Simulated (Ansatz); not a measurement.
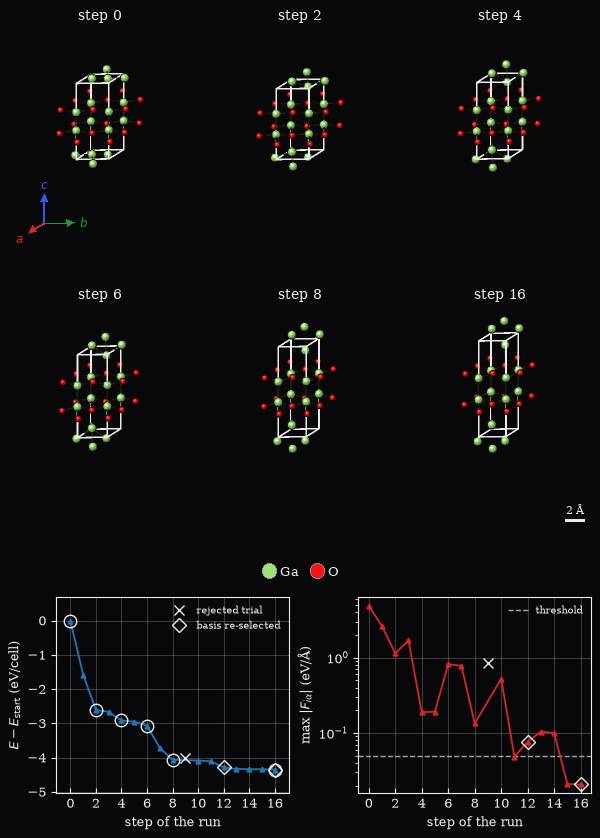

Frames of a relaxation of solid Ga₂O (a generated structure, set up in P-3m1) (coarse preliminary run), marked on the history of the run. The picture is a ball-and-stick view of the cell of the calculation, seen from a free direction.

Theory: DFT PBEsol, scalar-relativistic, plane waves, PAW (Ansatz 0.2.0).

The input:
```yaml
crystal:
  lattice:
    - [3.6270494248, 0.0, 0.0]
    - [-1.8135247124, 3.1411169427, 0.0]
    - [0.0, 0.0, 8.8843145299]
  atoms:
    - { symbol: Ga, position: [0.0, 0.0, 0.38] }
    - { symbol: Ga, position: [0.0, 0.0, 0.62] }
    - { symbol: Ga, position: [0.6666666667, 0.3333333333, 0.023] }
    - { symbol: Ga, position: [0.3333333333, 0.6666666667, 0.977] }
    - { symbol: O, position: [0.6666666667, 0.3333333333, 0.306] }
    - { symbol: O, position: [0.3333333333, 0.6666666667, 0.694] }
basis:
  ecutwfc: 420
kpoints:
  mp_grid: { grid: [6, 6, 2] }
hamiltonian:
  xc: pbesol
scf:
  occupations: { method: gaussian, width: 0.1 }
output:
  forces: true
  stress: true
  eigenvalues: true
relax:
  adjacent_minimum: "off"
  f_tol: 0.05
  max_steps: 80
  cell: { stress_tol: 0.5 }
```

Launched with:
```bash
ansatz run input.yaml --threads 2 --pin off --max-ram 7168MiB --backend cpu --events-out ev --progress --plain --runs-dir out
```

Q: Describe the path.

A: The energy falls by 4.347 eV per cell of the calculation in 13 accepted moves (16 points after the start). Largest force component: 4.9 eV/Å at the start, 0.021 eV/Å at the end. Pressure: 4.65 GPa at the start and 0.11 GPa at the end. The line search rejected the trial step at point 9 of the run. At 2 points the geometry stayed and the basis and grid were re-selected for the new cell (energy shift of 0.178 eV per cell of the calculation at most each time). The largest moves relative to the cell, 0.86 Å, are those of Ga3 and Ga4. Ga3 goes along +c. Largest moves by element: Ga 0.86 Å, O 0.08 Å. Cell: a = b 3.627 → 3.044 Å (−16.1 %), c 8.884 → 11.216 Å (+26.2 %). Volume −11.1 %. Some distances before and after: Ga3–Ga4 2.134 → 2.837 Å, Ga1–Ga2 2.132 → 2.513 Å, Ga1–O5 2.195 → 1.949 Å, Ga3–O5 2.514 → 2.395 Å. Bonds break: Ga3–Ga4 (2.13 → 2.84 Å). Among the angles between lasting bonds that change: O6–Ga2–O6 111.4° → 102.7°, Ga2–O6–Ga2 111.4° → 102.7°, Ga1–Ga2–O6 107.4° → 115.6°. The space group stays P-3m1 (No. 164). From step 0 to 2: Ga atoms move most (0.30 Å), volume −5.7 %, energy −2.609 eV per cell of the calculation. From step 2 to 4: Ga atoms move most (0.17 Å), volume −0.7 %, energy −0.307 eV per cell of the calculation. From step 4 to 6: Ga atoms move most (0.11 Å), volume −2.4 %, energy −0.151 eV per cell of the calculation. From step 6 to 8: Ga atoms move most (0.25 Å), volume −4.7 %, energy −0.997 eV per cell of the calculation. From step 8 to 16: Ga atoms move most (0.04 Å), volume +2.0 %, energy −0.283 eV per cell of the calculation.

| step | E − E(0), meV/atom | largest force component, eV/Å | pressure, GPa | volume, Å³/atom | note |
| --- | --- | --- | --- | --- | --- |
| 0 | 0.00 | 4.8980 | 4.65 | 16.870 |  |
| 1 | -262.51 | 2.6110 | 1.65 | 16.370 |  |
| 2 | -434.83 | 1.1453 | 2.37 | 15.916 |  |
| 3 | -444.41 | 1.6903 | 3.59 | 15.866 |  |
| 4 | -485.97 | 0.1884 | 0.62 | 15.807 |  |
| 5 | -491.64 | 0.1916 | -0.51 | 15.844 |  |
| 6 | -511.20 | 0.8212 | -0.79 | 15.433 |  |
| 7 | -619.70 | 0.7771 | 1.58 | 14.855 |  |
| 8 | -677.29 | 0.1338 | 1.47 | 14.705 |  |
| 9 | -668.34 | 0.8435 | -1.09 | 14.313 | rejected |
| 10 | -680.79 | 0.5220 | -0.53 | 14.829 |  |
| 11 | -684.43 | 0.0485 | -0.06 | 14.645 |  |
| 12 | -714.18 | 0.0766 | 2.04 | 14.645 | same geometry, new basis |
| 13 | -721.69 | 0.1043 | 0.77 | 14.800 |  |
| 14 | -722.87 | 0.0993 | -0.07 | 15.038 |  |
| 15 | -723.29 | 0.0210 | 0.00 | 15.001 |  |
| 16 | -724.44 | 0.0208 | 0.11 | 15.001 | same geometry, new basis |

Limits of the set-up: layers or molecules are held without a dispersion correction, so their spacing is unreliable.
